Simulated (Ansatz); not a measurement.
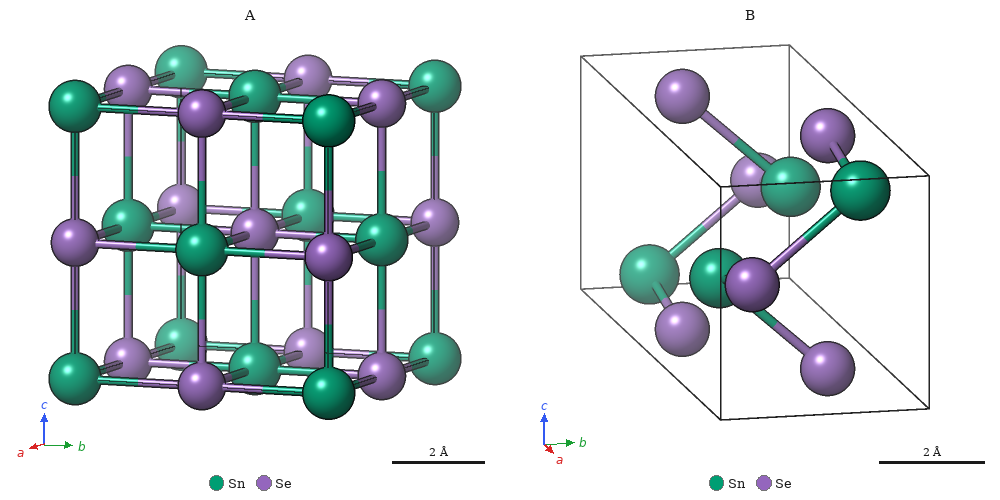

Two structures of SnSe, each relaxed (cell and atoms) at zero pressure; conventional cells in solid outline, small ones repeated, each panel with its own scale. Alike in all runs: Ansatz 0.2.0; functional r2SCAN; dispersion D3(BJ); potentials Ansatz PAW; cutoff 500 eV; occupations fermi-dirac, width 0.05 eV; no spin polarisation; no spin-orbit coupling. The k meshes have like spacings.

**Give the type and space group of each panel.**

A: rock salt (NaCl type), Fm-3m; B: 8 atoms a cell on a primitive orthorhombic lattice, Pnma.

**Which of these is lowest in energy, and how far above it do the others lie?**

B, then A (+39 meV/atom), static energies at zero smearing.

**Collect the results in a table.**

| panel | space group | E − E(lowest) (meV/atom) | volume (Å³/atom) | gap (eV) |
| --- | --- | --- | --- | --- |
| B | Pnma | 0 | 27.2 | 0.91 |
| A | Fm-3m | 39 | 26.7 | 0.55 |

The starts are database entries or structure types tried for this composition, and the most stable form need not be among them. Approximate functionals can misorder forms that lie within a few tens of meV/atom, as they do the rutile and anatase forms of TiO₂. Gaps are the least found on the k-mesh, which misses some points of high symmetry; where the band edges lie there, the true gap is smaller, at times by an eV.

Caveat: the plane-wave basis is chosen anew once the cell has moved, so the energies of steps on either side of that aren't comparable; semilocal functionals give gaps below the measured ones.
